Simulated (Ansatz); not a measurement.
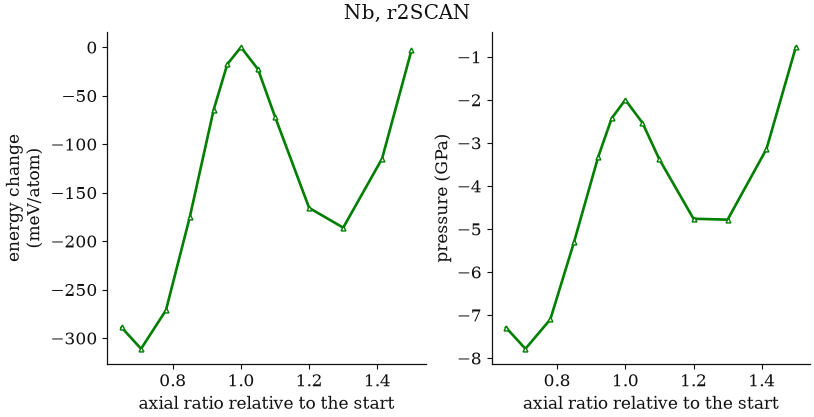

The plot gives the computed energy change and pressure against relative axial ratio for Nb, space group Fm-3m (No. 225).

Starting cell:
```
CELL_PARAMETERS angstrom
0.00000 2.11500 2.11500
2.11500 0.00000 2.11500
2.11500 2.11500 0.00000
ATOMIC_POSITIONS crystal
Nb 0.00000 0.00000 0.00000
```

How it was computed, with Ansatz 0.2.0: deformation of a crystal at fixed volume, lengths along the axis scaled against those across it, fractional coordinates fixed, by plane-wave density functional theory with PAW datasets, free energies less that of the undisturbed cell, pressure positive in compression; scalar-relativistic. Level: r2SCAN, no spin polarisation.

- wave cutoff: 500 eV
- k mesh: 22×22×22
- occupations: Gaussian
- smearing width: 0.15 eV
- k shift: (0, 0, 0) (mesh steps)
- start: as given
- path: tetragonal
- axis direction: (0, 0, 1) (Cartesian unit vector)

Where is the energy change lowest, and are there other minima?

The lowest computed point is at relative axial ratio 0.707 (−311 meV/atom); there is a further local minimum at 1.300 (−186 meV/atom); the curve passes over a maximum at 1.000 (0 meV/atom).

Read off the course of the pressure.

It goes from −7.289 GPa at relative axial ratio 0.650 to −0.775 GPa at 1.500, not monotonically, with a low of −7.783 GPa at 0.707.

Keep in mind: reference crystal is not relaxed.
